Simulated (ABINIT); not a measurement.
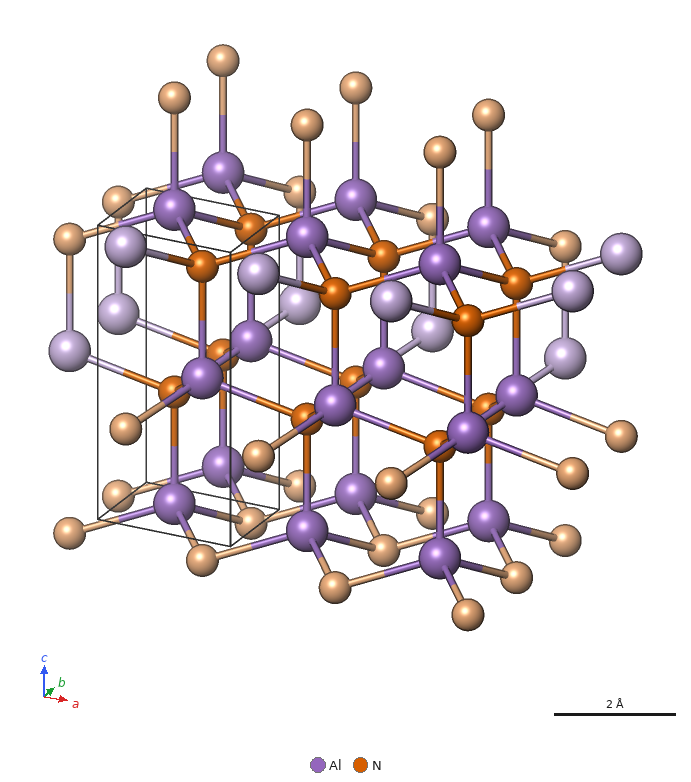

Figure 1. The structure as given in the input (ball-and-stick view of the cell of the calculation, repeated 3 × 2 × 1, seen slightly off an axis; neighbours outside the cell are drawn fainter).

Run report: AlN, band-structure run (part 1 of 4)

- system: AlN (4 atoms in the cell)
- method: Kohn-Sham DFT of a periodic cell, rPW86PBE, JTH PAW PBE v2.0, no spin polarisation (ABINIT 10.8.3)

The structure derives from an entry of the Crystallography Open Database.

Input file
```
# Datasets: ground state, then fixed potential
ndtset 2

# Pseudopotentials
pp_dirpath "./"
pseudos "Al.GGA_PBE-JTH.xml, N.GGA_PBE-JTH.xml"

# Structure
acell 5.882717426 5.882717426 9.4127258268
rprim
     1.0000000000     0.0000000000     0.0000000000
    -0.5000000000     0.8660254038     0.0000000000
     0.0000000000     0.0000000000     1.0000000000
ntypat 2
znucl 13 7
natom 4
typat 1 1 2 2
xred
     0.6666666667     0.3333333333     0.5000000000
     0.3333333333     0.6666666667     0.0000000000
     0.6666666667     0.3333333333     0.8800000000
     0.3333333333     0.6666666667     0.3800000000

# Plane-wave basis
ecut 25.0
pawecutdg 47.0

# Exchange and correlation
ixc -144130

# Bands and occupations
occopt 3
tsmear 0.05 eV

# SCF cycle
nstep 100

# Output
iomode 3
prtwf 0
prteig 0
prtebands 0
prtden1 1
prtvha1 1
prtvclmb1 1
prtpot1 1

# Dataset 1
kptopt1 1
ngkpt1 10 10 6
nshiftk1 1
shiftk1 0.0 0.0 0.0
nband1 12
tolvrs1 1.0e-9

# Dataset 2: bands along G-M-K-G-A-L-H-A
iscf2 -2
getden2 1
nband2 16
nbdbuf2 2
tolwfr2 1.0e-12
kptopt2 -7
ndivsm2 5
prteig2 1
prtvol2 -3
kptbounds2
     0.0000000000     0.0000000000     0.0000000000
     0.5000000000     0.0000000000     0.0000000000
     0.3333333333     0.3333333333     0.0000000000
     0.0000000000     0.0000000000     0.0000000000
     0.0000000000     0.0000000000     0.5000000000
     0.5000000000     0.0000000000     0.5000000000
     0.3333333333     0.3333333333     0.5000000000
     0.0000000000     0.0000000000     0.5000000000
```

Hardware: 1 thread of Arm Neoverse V1, 24 GiB of memory available, shared host.

Command:
```bash
abinit run.abi > log 2>&1
```

Output
```
.Version 10.8.3 of ABINIT
 DATASET    1 : space group P6_3 m c (#186); Bravais hP (primitive hexag.)
================================================================================
 Values of the parameters that define the memory need for DATASET  1.
     intxc =       0    ionmov =       0      iscf =      17    lmnmax =       8
     lnmax =       4     mgfft =      45  mpssoang =       2    mqgrid =    3001
     natom =       4  nloc_mem =       2    nspden =       1   nspinor =       1
    nsppol =       1      nsym =      12    n1xccc =       1    ntypat =       2
    occopt =       3   xclevel =       2
       mpw =        1719          nfft =       40500          nkpt =          56
 PAW method is used; the additional fine FFT grid is defined by:
   mgfftf=        60    nfftf =     96000
================================================================================
================================================================================

 DATASET    2 : space group P6_3 m c (#186); Bravais hP (primitive hexag.)
================================================================================
 Values of the parameters that define the memory need for DATASET  2.
     intxc =       0    ionmov =       0      iscf =      -2    lmnmax =       8
     lnmax =       4     mgfft =      45  mpssoang =       2    mqgrid =    3001
     natom =       4  nloc_mem =       2    nspden =       1   nspinor =       1
    nsppol =       1      nsym =      12    n1xccc =       1    ntypat =       2
    occopt =       3   xclevel =       2
       mpw =        1713          nfft =       40500          nkpt =          56
 PAW method is used; the additional fine FFT grid is defined by:
   mgfftf=        60    nfftf =     96000
================================================================================
================================================================================

--------------------------------------------------------------------------------
------------- Echo of variables that govern the present computation ------------
--------------------------------------------------------------------------------
 -outvars: echo values of preprocessed input variables --------
            acell      5.8827174260E+00  5.8827174260E+00  9.4127258268E+00 Bohr
              amu      2.69815390E+01  1.40067400E+01
             ecut      2.50000000E+01 Hartree
           getden1          0
           getden2          1
             iscf1         17
             iscf2         -2
              ixc     -144130
           jdtset        1    2
           kptopt1          1
           kptopt2         -7
         kptrlatt       10    0    0      0   10    0      0    0    6
          kptrlen1     5.64763550E+01
          kptrlen2     3.00000000E+01
            natom           4
            nband1         12
            nband2         16
           nbdbuf1          0
           nbdbuf2          2
           ndtset           2
           ndivsm1          0
           ndivsm2          5
            ngfft          30      30      45
          ngfftdg          40      40      60
             nkpt          56
            nstep         100
             nsym          12
           ntypat           2
           occopt           3
        pawecutdg      4.70000000E+01 Hartree
         pawxcdev           0
        prtebands           0
           prteig1          0
           prteig2          1
           prtpot1          1
           prtpot2          0
         prtvclmb1          1
         prtvclmb2          0
           prtvha1          1
           prtvha2          0
           prtvol1          0
           prtvol2         -3
            prtwf           0
            rprim      1.0000000000E+00  0.0000000000E+00  0.0000000000E+00
                      -5.0000000000E-01  8.6602540380E-01  0.0000000000E+00
                       0.0000000000E+00  0.0000000000E+00  1.0000000000E+00
           shiftk1     0.00000000E+00  0.00000000E+00  0.00000000E+00
           shiftk2     5.00000000E-01  5.00000000E-01  5.00000000E-01
          spgroup         186
           tolvrs1     1.00000000E-09
           tolvrs2     0.00000000E+00
           tolwfr1     0.00000000E+00
           tolwfr2     1.00000000E-12
           tsmear      1.83746611E-03 Hartree
            typat      1  1  2  2
           useylm           1
           xangst      1.5564999990E+00  8.9864569341E-01  2.4904999983E+00
                      -2.5325496290E-17  1.7972913868E+00  0.0000000000E+00
                       1.5564999990E+00  8.9864569341E-01  4.3832799970E+00
                      -2.5325496290E-17  1.7972913868E+00  1.8927799987E+00
            xcart      2.9413587130E+00  1.6981942448E+00  4.7063629134E+00
                      -4.7858251991E-17  3.3963884895E+00  0.0000000000E+00
                       2.9413587130E+00  1.6981942448E+00  8.2831987276E+00
                      -4.7858251991E-17  3.3963884895E+00  3.5768358142E+00
             xred      6.6666666667E-01  3.3333333333E-01  5.0000000000E-01
                       3.3333333333E-01  6.6666666667E-01  0.0000000000E+00
                       6.6666666667E-01  3.3333333333E-01  8.8000000000E-01
                       3.3333333333E-01  6.6666666667E-01  3.8000000000E-01
            znucl       13.00000    7.00000

================================================================================

 chkinp: Checking input parameters for consistency, jdtset=   1.

 chkinp: Checking input parameters for consistency, jdtset=   2.

================================================================================
== DATASET  1 ==================================================================

--- !DatasetInfo
iteration_state: {dtset: 1, }
dimensions: {natom: 4, nkpt: 56, mband: 12, nsppol: 1, nspinor: 1, nspden: 1, mpw: 1719, }
cutoff_energies: {ecut:  25.0, pawecutdg:  47.0, }
electrons: {nelect:   1.60000000E+01, charge:   0.00000000E+00, occopt:   3.00000000E+00, tsmear:   1.83746611E-03, }
meta: {optdriver: 0, ionmov: 0, optcell: 0, iscf: 17, paral_kgb: 0, }
...

 Real(R)+Recip(G) space primitive vectors, cartesian coordinates (Bohr,Bohr^-1):
 R(1)=  5.8827174  0.0000000  0.0000000  G(1)=  0.1699895  0.0981435  0.0000000
 R(2)= -2.9413587  5.0945827  0.0000000  G(2)=  0.0000000  0.1962869  0.0000000
 R(3)=  0.0000000  0.0000000  9.4127258  G(3)=  0.0000000  0.0000000  0.1062392
 Unit cell volume ucvol=  2.8209930E+02 bohr^3
 Angles (23,13,12)=  9.00000000E+01  9.00000000E+01  1.20000000E+02 degrees

 Coarse grid specifications (used for wave-functions):

 getcut: wavevector=  0.0000  0.0000  0.0000  ngfft=  30  30  45
         ecut(hartree)=     25.000   => boxcut(ratio)=   2.07684

 Fine grid specifications (used for densities):

 getcut: wavevector=  0.0000  0.0000  0.0000  ngfft=  40  40  60
         ecut(hartree)=     47.000   => boxcut(ratio)=   2.06548

--- Pseudopotential description ------------------------------------------------
- pspini: atom type   1  psp file is ./Al.GGA_PBE-JTH.xml
 Pseudopotential format is: paw10
 basis_size (lnmax)=  4 (lmn_size=  8), orbitals=   0   0   1   1
 Spheres core radius: rc_sph= 1.90363307
 Shapefunction is SIN type: shapef(r)=[sin(pi*r/rshp)/(pi*r/rshp)]**2
 Radius for shape functions =  1.60786206
 Compensation charge density is not taken into account in XC energy/potential

- pspini: atom type   2  psp file is ./N.GGA_PBE-JTH.xml
 Pseudopotential format is: paw10
 basis_size (lnmax)=  4 (lmn_size=  8), orbitals=   0   0   1   1
 Spheres core radius: rc_sph= 1.20497474
 Shapefunction is SIN type: shapef(r)=[sin(pi*r/rshp)/(pi*r/rshp)]**2
 Radius for shape functions =  1.00243812
 Compensation charge density is not taken into account in XC energy/potential

  -1.78826511E+01                                ecore*ucvol(ha*bohr**3)
--------------------------------------------------------------------------------

================================================================================

--- !BeginCycle
iteration_state: {dtset: 1, }
solver: {iscf: 17, nstep: 100, nline: 4, wfoptalg: 10, }
tolerances: {tolvrs: 1.00E-09, }
...

     iter   Etot(hartree)      deltaE(h)  residm     nres2
 ETOT  1  -24.743824570414    -2.474E+01 5.849E-02 7.931E+01
 ETOT  2  -24.603014989328     1.408E-01 8.934E-03 2.220E+01
 ETOT  3  -24.578188577862     2.483E-02 5.029E-03 1.834E+00
 ETOT  4  -24.579053395525    -8.648E-04 7.726E-04 6.217E-02
 ETOT  5  -24.579023847770     2.955E-05 1.780E-04 4.462E-03
 ETOT  6  -24.579049123620    -2.528E-05 9.458E-05 7.594E-04
 ETOT  7  -24.579048492370     6.312E-07 3.227E-05 3.186E-05
 ETOT  8  -24.579048516202    -2.383E-08 1.779E-05 1.151E-06
 ETOT  9  -24.579048516268    -6.541E-11 6.093E-06 3.093E-07
 ETOT 10  -24.579048515748     5.196E-10 3.417E-06 5.457E-09
 ETOT 11  -24.579048515757    -8.797E-12 1.177E-06 4.007E-09
 ETOT 12  -24.579048515755     2.068E-12 6.654E-07 9.354E-10

 At SCF step   12       nres2   =  9.35E-10 < tolvrs=  1.00E-09 =>converged.

 Cartesian components of stress tensor (hartree/bohr^3)
  sigma(1 1)= -1.94040448E-04  sigma(3 2)=  0.00000000E+00
  sigma(2 2)= -1.94040448E-04  sigma(3 1)=  0.00000000E+00
  sigma(3 3)= -2.66443298E-04  sigma(2 1)=  0.00000000E+00

--- !ResultsGS
iteration_state: {dtset: 1, }
comment   : Summary of ground state results
lattice_vectors:
- [  5.8827174,   0.0000000,   0.0000000, ]
- [ -2.9413587,   5.0945827,   0.0000000, ]
- [  0.0000000,   0.0000000,   9.4127258, ]
lattice_lengths: [   5.88272,    5.88272,    9.41273, ]
lattice_angles: [ 90.000,  90.000, 120.000, ] # degrees, (23, 13, 12)
lattice_volume:   2.8209930E+02
convergence: {deltae:  2.068E-12, res2:  9.354E-10, residm:  6.654E-07, diffor: null, }
etotal    :  -2.45790485E+01
entropy   :   0.00000000E+00
fermie    :   3.33241317E-01
cartesian_stress_tensor: # hartree/bohr^3
- [ -1.94040448E-04,   0.00000000E+00,   0.00000000E+00, ]
- [  0.00000000E+00,  -1.94040448E-04,   0.00000000E+00, ]
- [  0.00000000E+00,   0.00000000E+00,  -2.66443298E-04, ]
pressure_GPa:   6.4189E+00
xred      :
- [  6.6667E-01,   3.3333E-01,   5.0000E-01, Al]
- [  3.3333E-01,   6.6667E-01,   0.0000E+00, Al]
- [  6.6667E-01,   3.3333E-01,   8.8000E-01,  N]
- [  3.3333E-01,   6.6667E-01,   3.8000E-01,  N]
cartesian_forces: # hartree/bohr
- [  2.28860663E-29,   9.24929359E-29,  -2.25566555E-03, ]
- [ -6.86581990E-29,  -6.60663828E-29,  -2.25566555E-03, ]
- [  2.28860663E-29,  -1.32132766E-29,   2.25566555E-03, ]
- [  2.28860663E-29,  -1.32132766E-29,   2.25566555E-03, ]
force_length_stats: {min:   2.25566555E-03, max:   2.25566555E-03, mean:   2.25566555E-03, }
...

 Integrated electronic density in atomic spheres:
 ------------------------------------------------
 Atom  Sphere_radius  Integrated_density
    1        1.90363          0.90767877
    2        1.90363          0.90767877
    3        1.20497          2.65455630
    4        1.20497          2.65455630

================================================================================

 ----iterations are completed or convergence reached----

 Mean square residual over all n,k,spin=   20.049E-10; max=  66.538E-08
 reduced coordinates (array xred) for    4 atoms
       0.666666666667      0.333333333333      0.500000000000
       0.333333333333      0.666666666667      0.000000000000
       0.666666666667      0.333333333333      0.880000000000
       0.333333333333      0.666666666667      0.380000000000
 rms dE/dt=  1.2258E-02; max dE/dt=  2.1309E-02; dE/dt below (all hartree)
    1       0.000000000000     -0.000000000000      0.021308872305
    2       0.000000000000      0.000000000000      0.021308872305
    3       0.000000000000      0.000000000000     -0.021155050523
    4       0.000000000000      0.000000000000     -0.021155050523

 cartesian coordinates (angstrom) at end:
    1      1.55649999895463     0.89864569340626     2.49049999832074
    2     -0.00000000000000     1.79729138681251     0.00000000000000
    3      1.55649999895463     0.89864569340626     4.38327999704451
    4     -0.00000000000000     1.79729138681251     1.89277999872377

 cartesian forces (hartree/bohr) at end:
    1      0.00000000000000     0.00000000000000    -0.00225566555375
    2     -0.00000000000000    -0.00000000000000    -0.00225566555375
    3      0.00000000000000    -0.00000000000000     0.00225566555375
    4      0.00000000000000    -0.00000000000000     0.00225566555375
 frms,max,avg= 1.3023091E-03 2.2556656E-03   0.000E+00  0.000E+00 -8.171E-06 h/b
```
